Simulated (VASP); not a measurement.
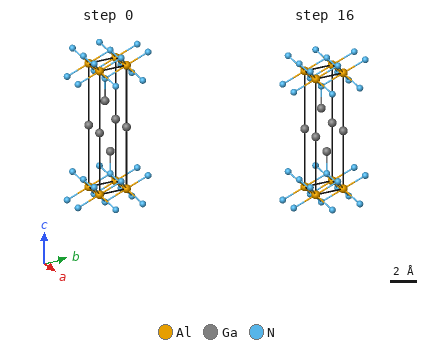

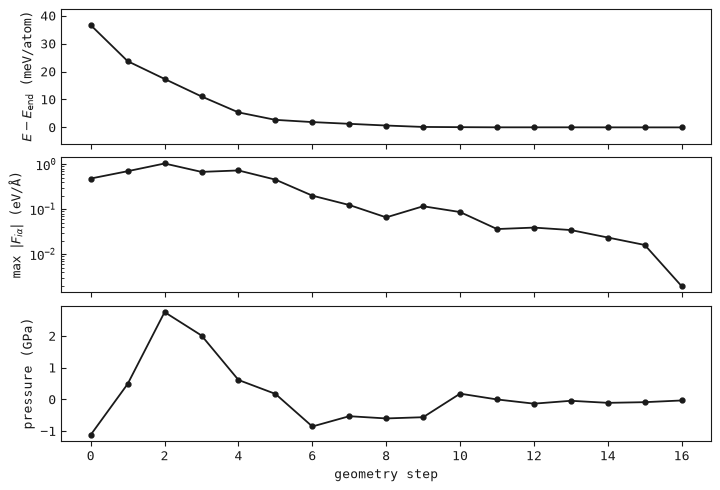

First and last geometry of a relaxation of crystalline AlGa3N2 (a generated structure, set up in P-3m1), with the history of the run. A ball-and-stick model of the cell of the calculation, seen slightly off an axis.

The run lets cell and atoms move.

These are results of VASP, Kohn-Sham DFT of a periodic cell, PBE, VASP PAW PBE potentials, recommended, not measurements.

The input:
```
PREC     = Accurate       # precision mode
ENCUT    = 520            # plane-wave cutoff, eV
EDIFF    = 1E-6           # SCF threshold, eV
ISMEAR   = 0              # smearing method
SIGMA    = 0.1            # smearing width, eV
LREAL    = False          # projectors in reciprocal space
LASPH    = True           # aspherical terms in the spheres
NELM     = 120            # most SCF steps
ALGO     = Normal         # electronic algorithm
ISIF     = 3              # what is computed and relaxed
LWAVE    = False          # write WAVECAR
LCHARG   = False          # write CHGCAR
GGA      = PE             # functional
IBRION   = 2              # ionic algorithm
NSW      = 90             # ionic steps
EDIFFG   = -0.01          # ionic threshold
KPAR     = 4
```

Launched with:
```bash
cat potpaw_PBE.64/Al/POTCAR potpaw_PBE.64/Ga_d/POTCAR potpaw_PBE.64/N/POTCAR > POTCAR
mpirun -np 4 vasp_std > vasp.out
```

**Read the history and describe the run.**

It converged. The largest moves relative to the cell, 0.15 Å, are those of Ga atoms. By element the largest moves are Ga 0.15 Å, N 0.06 Å. Al stays in place. Cell: a = b 3.110 → 3.174 Å (+2.0 %), c 10.089 → 9.465 Å (−6.2 %). Volume −2.3 %. Among the contacts that change: Al–N 2.043 → 2.074 Å, Ga–N 1.822 → 1.802 Å. The space group stays P-3m1 (No. 164). The energy falls by 36.7 meV per atom in 16 geometry steps. Largest force component: 0.49 eV/Å at the start, 0.0019 eV/Å at the end. Pressure: −1.12 GPa at the start and −0.03 GPa at the end.

```tsv
step	E − E(0), meV/atom	largest force component, eV/Å	pressure, GPa	volume, Å³/atom
0	0.00	0.4851	-1.12	14.083
1	-12.92	0.7064	0.49	13.881
2	-19.29	1.0483	2.75	13.663
3	-25.56	0.6815	2.01	13.701
4	-31.28	0.7341	0.61	13.781
5	-33.95	0.4585	0.17	13.836
6	-34.75	0.2017	-0.85	13.968
7	-35.37	0.1247	-0.53	13.917
8	-35.98	0.0662	-0.60	13.884
9	-36.49	0.1171	-0.56	13.808
10	-36.57	0.0870	0.18	13.719
11	-36.63	0.0364	0.00	13.755
12	-36.63	0.0392	-0.13	13.757
13	-36.63	0.0345	-0.04	13.756
14	-36.64	0.0236	-0.11	13.757
15	-36.65	0.0161	-0.09	13.758
16	-36.65	0.0019	-0.03	13.760
```
